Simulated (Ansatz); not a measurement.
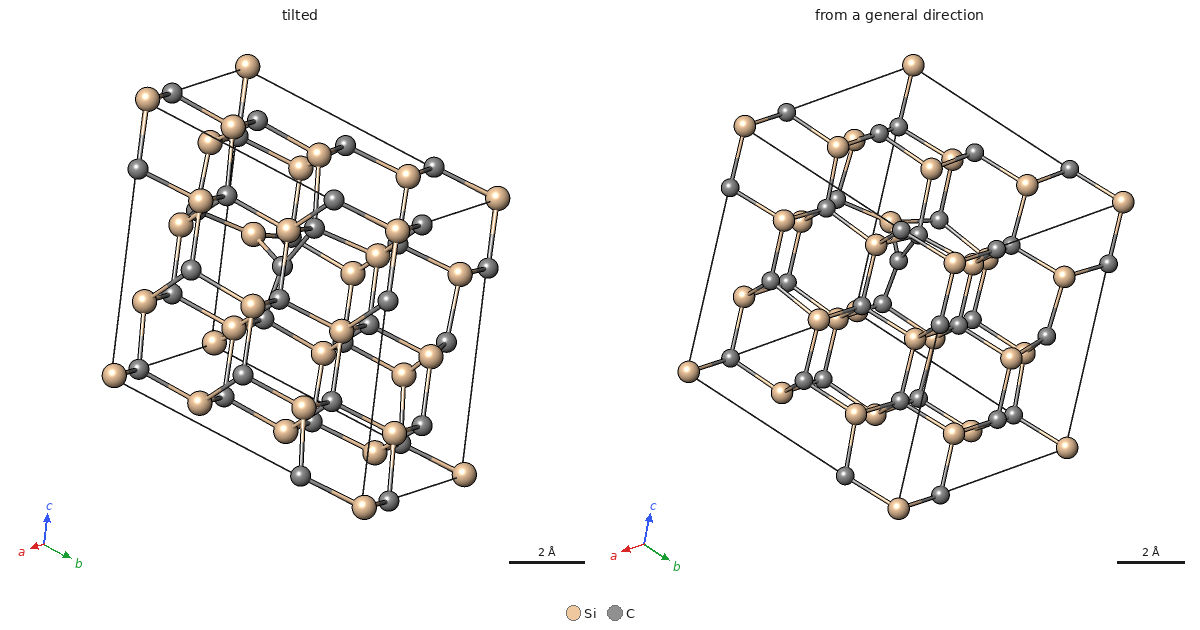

The image is a ball-and-stick drawing of a crystal, viewed slightly off an axis and from a general direction. One supercell is outlined, and atoms on its boundary appear in each equivalent place. The host is SiC, in a cell of 32 sites, and the cell carries a charge of +1.

Spot the defect.

Answer. An interstitial carbon atom. It is bonded to two C and one Si (about 1.5 Å to C, 1.7 Å to Si).

The numbers come from DFT PBE, scalar-relativistic, plane waves, PAW in Ansatz, using an energy cutoff of 420 eV, k-grid 2×2×2, Gaussian smearing of 0.01 eV, collinear spins.

Is the defect magnetic?

Answer. Yes, 1.0 μB in the cell.

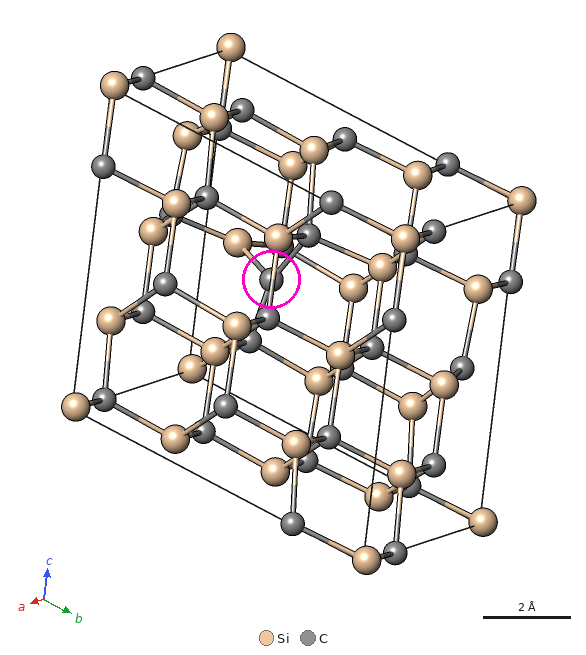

The same cell with a ring at the defect's site.

The atoms were relaxed in the host's cell with DFT PBE, scalar-relativistic, plane waves, PAW (Ansatz).
